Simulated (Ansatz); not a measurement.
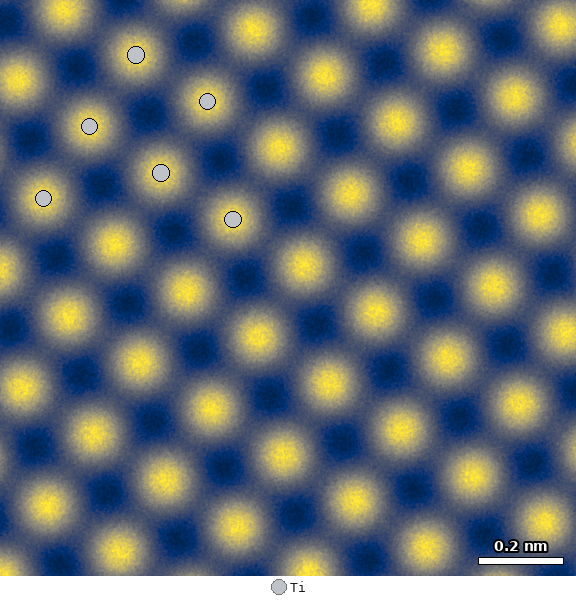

Z-contrast image of Ti (Fm-3m, No. 225) along [001]. Simulated incoherent Z contrast: every atom adds Z^1.7 spread by a probe of 1.30 Å full width; channelling and multiple scattering are left out. The probe carries 15 % of its weight in a tail 2.5 times as wide. Shot noise was added. Model: the input geometry of an electronic-structure calculation (not necessarily at equilibrium); the starting structure was generated, so it need not be a known form of this composition.

Coloured dots in one corner mark the columns of the model.

**What can be read from this image?**

The columns repeat on a square net with a repeat of 2.07 Å (plane group p4mm). All columns are alike (Ti). The shortest distance between visible columns is 2.07 Å in projection. Along the beam the structure repeats every 4.15 Å.
